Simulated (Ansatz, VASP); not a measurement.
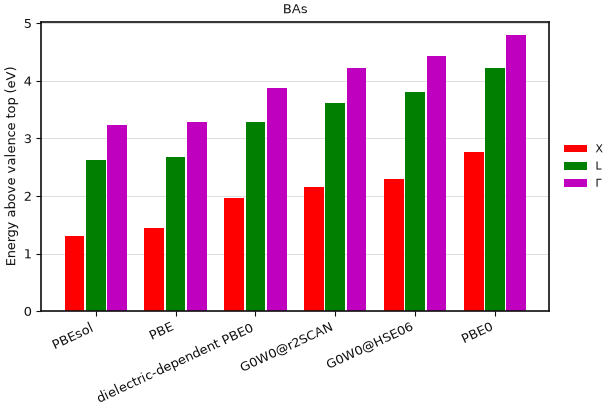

Lowest conduction level at each named k point, counted from the valence-band top at Γ, by several methods on one cell of zincblende BAs, space group F-43m, 2 atoms in the primitive cell; cubic a = 4.784 Å. All runs are without spin-orbit coupling and carry no moments. The smallest gap lies off these points.

Q: How do the methods rank at X?

A: From low to high: PBEsol 1.31, PBE 1.44, dielectric-dependent PBE0 1.97, G0W0@r2SCAN 2.15, G0W0@HSE06 2.29, PBE0 2.76 eV.

Q: Do the methods agree on which of these conduction levels is lowest?

A: Yes: all put it at X.

```
                   method  program  X (eV)  L (eV)  Γ (eV)
                   PBEsol     VASP    1.31    2.63    3.23
                      PBE   Ansatz    1.44    2.67    3.28
dielectric-dependent PBE0   Ansatz    1.97    3.29    3.88
              G0W0@r2SCAN   Ansatz    2.15    3.61    4.23
               G0W0@HSE06   Ansatz    2.29    3.81    4.44
                     PBE0   Ansatz    2.76    4.22    4.79
```

Settings. PBEsol: VASP PAW PBE potentials, release 64 (B, As), 6×6×6 k mesh, 520 eV cutoff, Gaussian smearing of 0.01 eV (VASP). PBE: Ansatz PAW set, 10×10×10 k mesh, 420 eV cutoff, Fermi-Dirac smearing of 0.02 eV (Ansatz). dielectric-dependent PBE0: Ansatz PAW set, 6×6×6 k mesh, 420 eV cutoff, fixed occupations (Ansatz). G0W0@r2SCAN: r2SCAN, Ansatz PAW set, 6×6×6 k mesh, 500 eV cutoff, fixed occupations (Ansatz), G0W0 with empty bands 150, screening cutoff 180 eV and frequency treatment contour deformation. G0W0@HSE06: HSE06, Ansatz PAW set, 6×6×6 k mesh, 420 eV cutoff, fixed occupations (Ansatz), G0W0 with empty bands 150, screening cutoff 180 eV and frequency treatment contour deformation. PBE0: Ansatz PAW set, 6×6×6 k mesh, 420 eV cutoff, fixed occupations (Ansatz).

These are six of the 11 methods that were run on this cell. The runs come from different programs and meshes, which adds differences of its own. Spin-orbit coupling is left out, which matters for As. PBEsol, dielectric-dependent PBE0, G0W0@r2SCAN, G0W0@HSE06 and PBE0: the PAW data sets were made with another functional. LDA, GGA and most meta-GGA functionals understate gaps. dielectric-dependent PBE0 and PBE0: the k mesh is thin for exact exchange. G0W0@r2SCAN and G0W0@HSE06: the k mesh is thin for GW. Over all k points computed the smallest gap is 1.18 eV in PBEsol, 1.19 eV in PBE, 1.72 eV in dielectric-dependent PBE0, 2.05 eV in G0W0@r2SCAN, 2.21 eV in G0W0@HSE06 and 2.51 eV in PBE0, from the valence top at Γ to the conduction bottom at a point off the named ones. The GW values are at finite bands, cutoffs and mesh, short of the basis limit.
